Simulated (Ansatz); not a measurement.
**Hf3N2: densities and their changes**

Space group R-3m; the calculation finds a residual pressure of about 2 GPa at this fixed cell. The cell comes from a database of computed structures, not from a measurement.

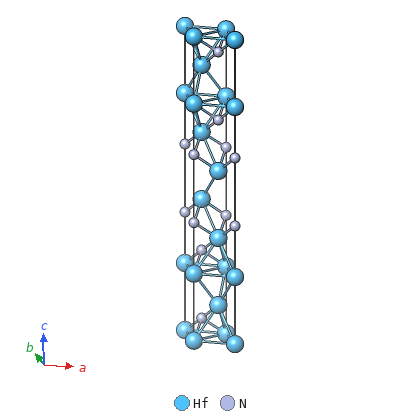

The conventional cell.

Input file:

```
crystal:
  lattice:
    - [-1.5994260774, 2.7702872291, 0.0]
    - [-3.1988521548, 0.0, 0.0]
    - [-1.5994260774, 0.9234290764, 7.7548432223]
  atoms:
    - { symbol: Hf, position: [0.22058134, 0.22058134, 0.33825598] }
    - { symbol: Hf, position: [0.77941866, 0.77941866, 0.66174402] }
    - { symbol: Hf, position: [0.0, 0.0, 0.0] }
    - { symbol: "N", position: [0.38808447, 0.38808447, 0.83574659] }
    - { symbol: "N", position: [0.61191553, 0.61191553, 0.16425341] }
basis:
  ecutwfc: 500
  fft_grid_basis: typed
kpoints:
  mp_grid: { grid: [9, 9, 10] }
hamiltonian:
  xc: r2scan
scf:
  occupations: { method: gaussian, width: 0.05 }
output:
  forces: true
  stress: true
  eigenvalues: true
  bader: true
  write_density: true
  volumetric_format: npy
  elf: true
```

Command:

```sh
ansatz run input.yaml --threads 2 --pin off --max-ram 4096MiB --backend cpu --events-out ev --progress --plain --runs-dir out
```

The picture shows the conventional cell (a = 3.20 Å, b = 3.20 Å, c = 23.26 Å, α = 90.00°, β = 90.00°, γ = 120.00°).

These are results of DFT r2SCAN, scalar-relativistic, plane waves, PAW (Ansatz), not measurements.

Core electrons are frozen (PAW), so the maps are meaningful between the atoms, not at the nuclei.

## 1. Bonding charge

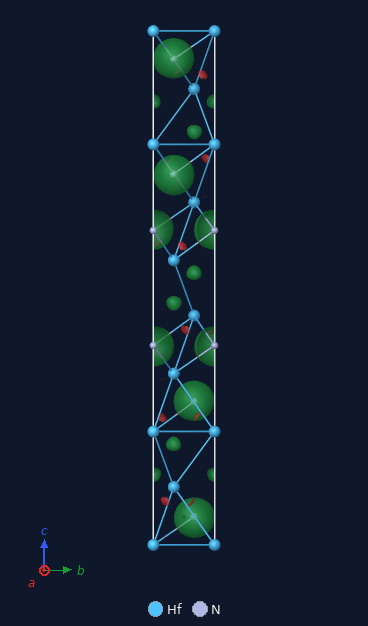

Density of the crystal less the sum of free-atom densities: green surfaces at +0.08 and red ones at −0.08 e/Å³, in the conventional cell seen along the a axis (the regions close to the nuclei are left out). Cores are masked to 1.0 Å (Hf) and 0.6 Å (N).

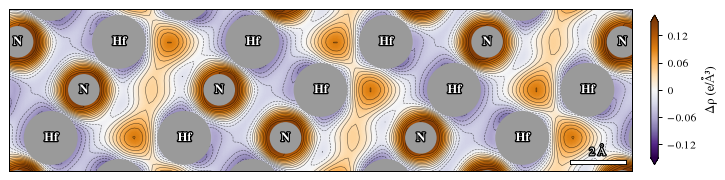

Also shown: a map on the (110) plane of the conventional cell, with grey discs over the atomic cores.

> What does the deformation density say about the bonding?

Hf–N (2.24 Å): Δρ is +0.015 e/Å³ at the midpoint (close to a masked core, so read it with care).
- Hf–Hf (3.12 Å): Δρ is +0.019 e/Å³ at the midpoint.
- Over the whole cell, outside the masked cores, the largest gain lies at the edge of the masked core of N, and the largest loss lies at the edge of the masked core of Hf.
- In all about 0.30 e an atom is rearranged against the free atoms.

## 2. States by energy

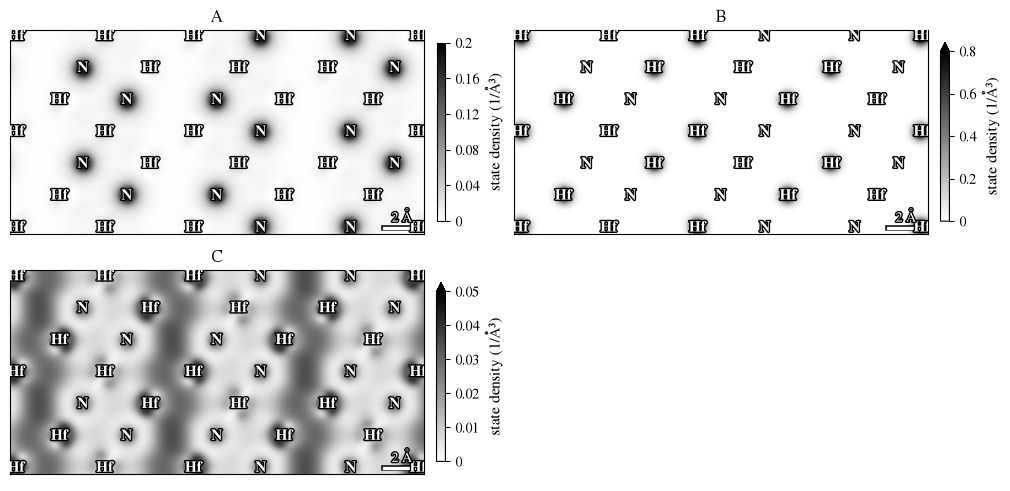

Hf3N2: densities of the states in three energy windows, on the (110) plane of the conventional cell.

> The windows, about the Fermi level, are −12.00 to −11.82 eV, −8.3 to −3.8 eV and −2.2 to −1.1 eV. Which panel shows which?

Panel A: −8.3 to −3.8 eV, a separate group of bands, mainly N 2p (65 %) and Hf 5d (25 %).
Panel B: −12.00 to −11.82 eV, a separate group of bands, mainly Hf 4f (over 95 %).
Panel C: −2.2 to −1.1 eV, the middle third of the occupied valence band, mainly Hf 5d (80 %) and Hf 6s (10 %).
The characters are Löwdin shares on a minimal set of atomic orbitals.

## 3. Change of volume

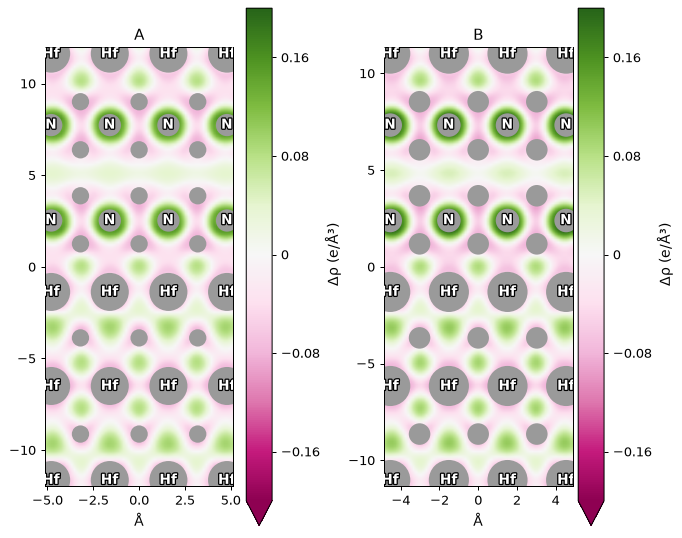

Hf3N2: deformation density on the (010) plane of the conventional cell at two volumes, with the same fractional coordinates and one colour scale. Grey discs cover the cores.

> Which panel is the larger cell, by how much, and what changes?

A is the larger cell: B has 85 % of the volume of A.
The pressure is 2 GPa in A and 55 GPa in B.
The rearranged charge is 0.30 e an atom in A and 0.28 e in B.
The scaled cell isn't relaxed: forces reach 1.1 eV/Å.

## 4. Putting it together

The two pressures give a mean stiffness −ΔP/Δln V of about 326 GPa over this range, with the atoms held at their fractional positions.
